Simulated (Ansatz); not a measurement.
**Single-point calculation of MgO**

- system: MgO (Fm-3m, 2 atoms in the cell)
- method: DFT PBEsol, scalar-relativistic, plane waves, PAW, no spin polarisation (Ansatz 0.2.0)

The structure derives from an entry of the Crystallography Open Database.

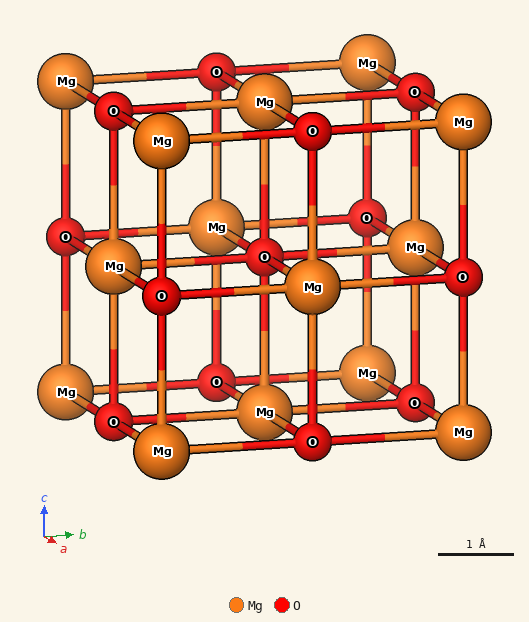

The input geometry (ball-and-stick view of the cell 4 times as large as that of the calculation, set on its symmetry axes, seen slightly off an axis). An atom can appear more than once, as a periodic image.

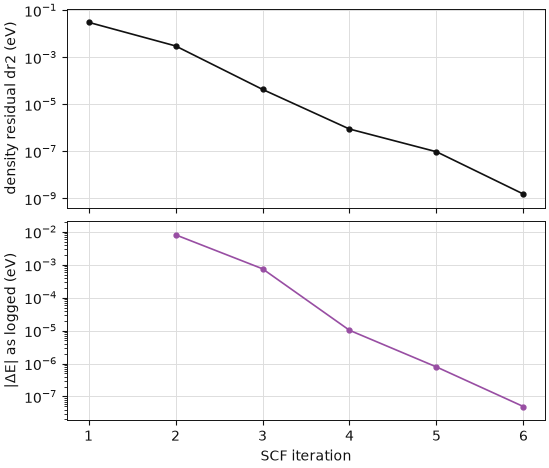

Convergence of the self-consistent field: density residual dr2 and size of the energy change against the SCF iteration. The residual falls at every step.

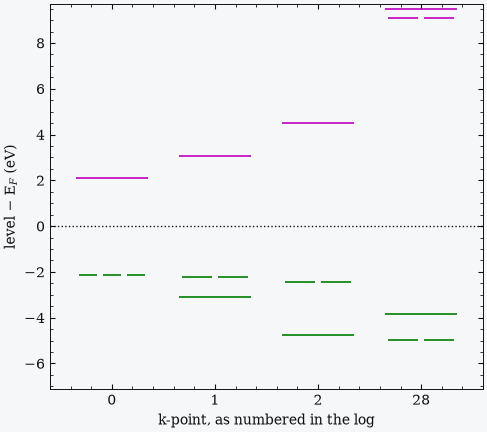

Kohn–Sham levels near the Fermi level (dotted) at the few k-points that the log prints; levels within 0.02 eV of each other stand side by side. Among these points the highest filled and lowest empty levels are 4.25 eV apart, which is the gap on the mesh.

The input and output of the run follow.

**The input**
```yaml
crystal:
  lattice:
    - [0.0, 2.13515, 2.13515]
    - [2.13515, 0.0, 2.13515]
    - [2.13515, 2.13515, 0.0]
  atoms:
    - { symbol: Mg, position: [0.0, 0.0, 0.0] }
    - { symbol: O, position: [0.5, 0.5, 0.5] }
basis:
  ecutwfc: 420
kpoints:
  mp_grid: { grid: [8, 8, 8] }
hamiltonian:
  xc: pbesol
scf:
  occupations: { method: gaussian, width: 0.1 }
output:
  forces: true
  stress: true
  eigenvalues: true
```

Run as:
```bash
ansatz run input.yaml --threads 2 --pin off --max-ram 5120MiB --backend cpu --events-out ev --progress --plain --runs-dir out
```

**Log**
```
Engine: ansatz 0.2.0, aarch64-unknown-linux-gnu
Pseudopotentials: kind: paw
Pseudopotential: Mg, paw, valence charge 10, recommended cutoff 420 eV (normal), Mg.paw.azcp
Pseudopotential: O, paw, valence charge 6, recommended cutoff 420 eV (normal), O.paw.azcp
Functional definition: PBEsol
  exchange = pbesol_x
  correlation = pbesol_c
Crystal: 2 atoms, lattice volume = 19.468 Å³
Basis set: ecut = 420 eV, 339 PW (Γ), exchange–correlation on 48×48×48 points (8 copies of the dense FFT grid, shifted against one another)
Bands: 12, of which v1, the nominal top of the filled ones, is band 8 counted from 1 (7 counted from 0)
Symmetry: 48 space group operations
Space group: Fm-3m (ITA 225), of the structure as read, at distance tolerance 2.7e-5 Å
k-points: 29 of 512
Non-local potential: Mg, projectors of the file, l = 0: 3, l = 1: 2, l = 2: 1
Non-local potential: O, projectors of the file, l = 0: 2, l = 1: 2, l = 2: 1
PAW form: soft (Blöchl's): semilocal exchange-correlation on the pseudo side does not see the compensation charge
PAW frozen core: Mg, regenerated for the run's functional, and the local potential with it (the file was generated under x = pbe(κ = 0.804, μ = 0.2195149727645171), c = pbe(β = 0.06672455060314922))
PAW frozen core: O, regenerated for the run's functional, and the local potential with it (the file was generated under x = pbe(κ = 0.804, μ = 0.2195149727645171), c = pbe(β = 0.06672455060314922))
PAW one-centre angular grid: Mg, 110 points (default); XC on 64 Gauss nodes
PAW one-centre angular grid: O, 110 points (default); XC on 64 Gauss nodes
Initial density: superposition of atomic densities (neutral atoms: chi_scale 0, normalization atom), corrected by the library's trained network
Initial wavefunctions: pseudopotential atomic-orbital guess
Functional: x = pbesol(κ = 0.804, μ = 0.12345679012345678), c = pbesol(β = 0.046)
SCF iter   1: F=—  HF=-2475.866138 eV  |F-HF|=—  |Δ(HF+E_count)|=         —  Δρ=1.40e-2  dr2=3.07e-2  ethr=1.77e-3  ⟨swp⟩=5.0  Hψ=1953  notcnv=0
preconditioner: auto → none  [insulator: Δε(μ)=4.123 eV  Ē_g=17.830 eV  σ=0.100 eV  W_gap=1.00  n_scr=8 (ndim 8)  ℏωp=23.8 eV  f_vac=0.000  D(μ)=0.00/eV (n_scr^D=0)  ε∞_Penn≈2.8]
SCF iter   2: F=—  HF=-2475.858039 eV  |F-HF|=—  |Δ(HF+E_count)|=   8.10e-3  Δρ=3.97e-3  dr2=3.04e-3  ethr=1.92e-4  ⟨swp⟩=1.7  Hψ=609  notcnv=0
SCF iter   3: F=—  HF=-2475.857287 eV  |F-HF|=—  |Δ(HF+E_count)|=   7.52e-4  Δρ=6.23e-4  dr2=4.32e-5  ethr=1.90e-5  ⟨swp⟩=2.0  Hψ=438  notcnv=0
SCF iter   4: F=—  HF=-2475.857277 eV  |F-HF|=—  |Δ(HF+E_count)|=   1.02e-5  Δρ=1.09e-4  dr2=8.91e-7  ethr=2.70e-7  ⟨swp⟩=2.6  Hψ=517  notcnv=0
iter 5 did not close the SCF: its close was put off for the readings that it lacked (scf_convergence_deferred on its scf_iter line)
SCF iter   5: F=-2475.857276 eV  HF=-2475.857276 eV  |F-HF|=1.10e-7  |Δ(HF+E_count)|=   7.86e-7  Δρ=3.57e-5  dr2=9.65e-8  ethr=5.57e-9  ⟨swp⟩=2.0  Hψ=493  notcnv=0
SCF iter   6: F=-2475.857276 eV  HF=-2475.857276 eV  |F-HF|=4.60e-10  |Δ(HF+E_count)|=   4.92e-8  Δρ=3.89e-6  dr2=1.53e-9  ethr=6.03e-10  ⟨swp⟩=2.7  Hψ=1368  notcnv=0
SCF 1 converged in 6 iterations: F = -2475.857276 eV  dr2 = 1.53e-9
  greatest PAW one-centre occupation: 1.000 electrons in one spin orbital (limit 2), on the Mg atom at site 0 (counted from 0), in its partial waves of l = 0
SCF converged after 6 iterations
Free energy (F): -2475.857276 eV
Harris-Foulkes:  -2475.857276 eV  (|F-HF|=4.60e-10)
Internal energy: -2475.857276 eV  (E = F + TS)
E sigma→0 (E₀):  -2475.857276 eV
Fermi energy:    9.639165 eV
--- Per-component energies (eV) ---
  E_band       = -300.555895
  E_kinetic    = 253.805122
  E_local      = -1626.823760  (includes V_loc(G=0)·N_el)
  E_nonlocal   = 143.674273
  E_hartree    = 561.849608
  E_xc         = -103.514505
  E_vxc        = -133.358736  (∫ρ·V_xc dr)
  E_paw        = -433.162198  (= ΣΔE_a)
  E_vpaw       = -61.553696  (= ΣTr[D̂ρ^β])
  E_aug_tail   = 0.002448  (compensation charges beyond the density's cutoff)
  E_ewald      = -1271.782415
  E_core_change = 0.094150  (= ΣΔE_core)
  E_smearing   = -0.000000  (= −TS)
  E_closure    = 0.000000  (closes the sum)
  Σ components = -2475.857276   (vs F -2475.857276, Δ=0.00e0)
--- Forces (eV/Å), atoms counted from 1 ---
  atom   1  Mg    -0.00000000     0.00000000     0.00000000
  atom   2  O      0.00000000    -0.00000000    -0.00000000
  max |Σ_I F_I| component: 1.74e-29 eV/Å
--- Stress (GPa, compression-positive) ---
       -5.755005       0.000000      -0.000000
       -0.000000      -5.755005       0.000000
       -0.000000      -0.000000      -5.755005
  P = ⅓ Tr σ = -5.7550 GPa (-57.550 kbar)
--- Band table (eV; the first three rows and the last of 29) ---
  k-point 0: bands = ["-64.4846", "-31.4030", "-31.4030", "-31.4030", "-9.4748", "7.5141", "7.5141", "7.5141", "11.7616", "22.9571", "22.9571", "22.9571"]
  k-point 1: bands = ["-64.4836", "-31.4142", "-31.4042", "-31.4042", "-9.3156", "6.5582", "7.4160", "7.4160", "12.6876", "21.2594", "23.2894", "23.2894"]
  k-point 2: bands = ["-64.4810", "-31.4409", "-31.4069", "-31.4069", "-8.9037", "4.8987", "7.1931", "7.1931", "14.1383", "19.6778", "23.7043", "23.7043"]
  k-point 28: bands = ["-64.4750", "-31.4478", "-31.4478", "-31.4300", "-7.9611", "4.6586", "4.6586", "5.7972", "18.7456", "18.7456", "19.1038", "22.3838"]
```

**Summary**

- outcome: converged
- space group (tolerance 0.01 Å): Fm-3m (225)
- electrons treated: 16
- free energy: −2475.8573 eV
- Fermi energy: 9.639 eV
- gap on the k-point mesh: 4.25 eV
- pressure: −5.76 GPa
- largest force (length of the vector): under 0.001 eV/Å
- hardware: 2 threads of Arm Neoverse V1, 24 GiB of memory available, shared host
- wall time: 0.51 s (CPU time 0.86 s)
- peak memory: 0.25 GiB

The cell is under a tension of 5.8 GPa at this level, so it is not at its equilibrium volume.
